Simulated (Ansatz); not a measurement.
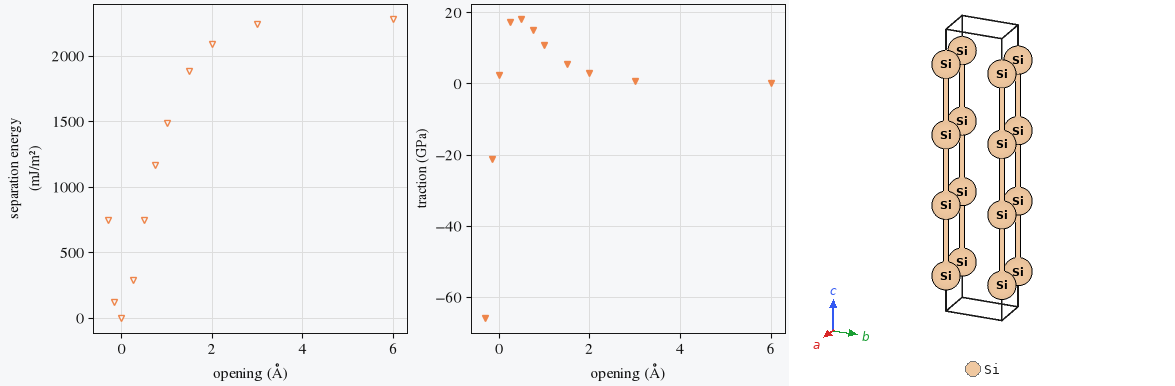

Caption: Separation energy and traction against opening for Si, space group P6/mmm (No. 191). The cell is drawn beside the plot.

The energy levels off at about 2280 mJ/m², the work of separating the two rigid halves, or 1140 mJ/m² for each new face on average. The energy rises on both sides of the starting structure, which is therefore a minimum along this path. The separation energy is 743.3 mJ/m² at opening −0.30 Å and 2282.4 mJ/m² at 6.00 Å; the lowest computed point is at opening 0.00 Å (0.0 mJ/m²). The traction goes from −65.86 GPa at opening −0.30 Å to 0.01 GPa at 6.00 Å, not monotonically, with a high of 18.22 GPa at 0.50 Å. The greatest sampled traction is 18.2 GPa.

Method: rigid opening of a crystal across a plane by lengthening cell vector c along the normal, one cut a cell, unrelaxed, by plane-wave density functional theory with PAW datasets, free energies less that of the undisturbed cell; scalar-relativistic (Ansatz 0.2.0). Level: r2SCAN, no spin polarisation.

```json
{"setting": "wave cutoff", "value": "500 eV"}
{"setting": "k mesh", "value": "26×26×6"}
{"setting": "occupations", "value": "Gaussian"}
{"setting": "smearing width", "value": "0.15 eV"}
{"setting": "k shift", "value": "(0, 0, 0) (mesh steps)"}
{"setting": "start", "value": "relaxed"}
{"setting": "height of the cut", "value": "0 (fraction of cell vector c)"}
```

Starting cell:
```yaml
crystal:
  lattice:
    - [-2.62900, 0.00000, 0.00000]
    - [-1.31450, -2.27678, 0.00000]
    - [0.00000, 0.00000, 9.97520]
  atoms:
    - { symbol: Si, position: [0.00000, 0.00000, 0.87500] }
    - { symbol: Si, position: [0.00000, 0.00000, 0.12500] }
    - { symbol: Si, position: [0.00000, 0.00000, 0.37500] }
    - { symbol: Si, position: [0.00000, 0.00000, 0.62500] }
```
